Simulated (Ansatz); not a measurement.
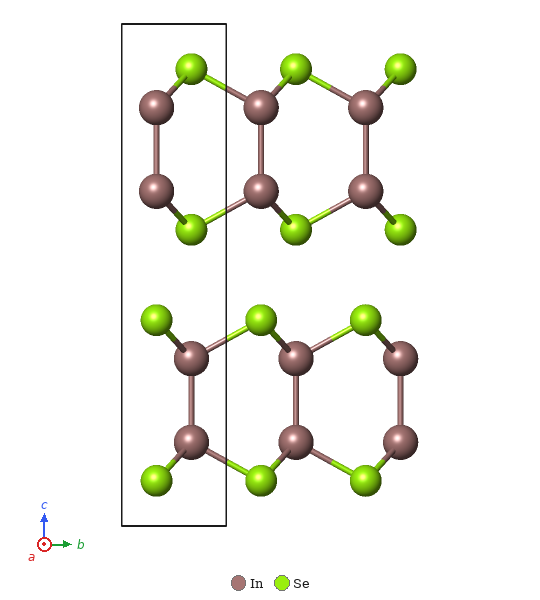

The picture looks along a close-packed row of the hexagonal mesh; c points upwards. Every atom sits on one of the three columns of the mesh; call them A, B, C in the order in which they first turn up. The sequence starts with the first layer at or above the cell's origin.

InSe. Coordinates: the geometry relaxed with DFT, PBE-D3(BJ), plane waves, PAW in Ansatz.

### List the layers of one repeat.

Se(A) – In(B) – In(B) – Se(A) – Se(B) – In(A) – In(A) – Se(B) (eight layers in 16.77 Å).
